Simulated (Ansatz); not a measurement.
Convergence test: the smearing width is varied and all else is held.
System: Na (Im-3m, 1 atom in the cell).
Method: DFT, LDA (PW92), plane waves (420 eV) with PAW, scalar-relativistic (Ansatz 0.2.0); 11×11×11 k-mesh, Gaussian smearing.
ΔE is the free energy less its value at the smallest setting, 0.01 eV.
Dashed lines or grey bands mark the tolerance: 1 meV/atom.
On logarithmic panels, open markers lie below the reference value and filled ones above.
Values: 1 eV, 0.6 eV, 0.3 eV, 0.2 eV, 0.1 eV, 0.03 eV and 0.01 eV.

> How do the results converge (to 1 meV/atom)?

The free energy is within 1 meV/atom of the smallest setting's value from 0.03 eV down. It is off by 110 meV/atom at 1 eV, 8.6 meV/atom at 0.3 eV and 1.3 meV/atom at 0.1 eV (always below it). The free energy falls with the width because it holds the −TS term of the fractional occupations.

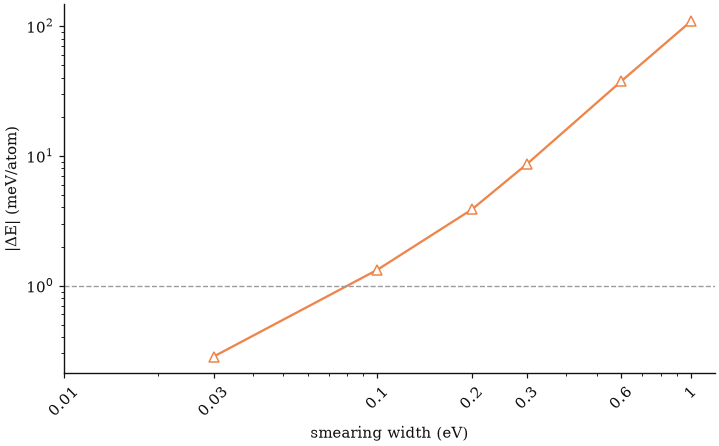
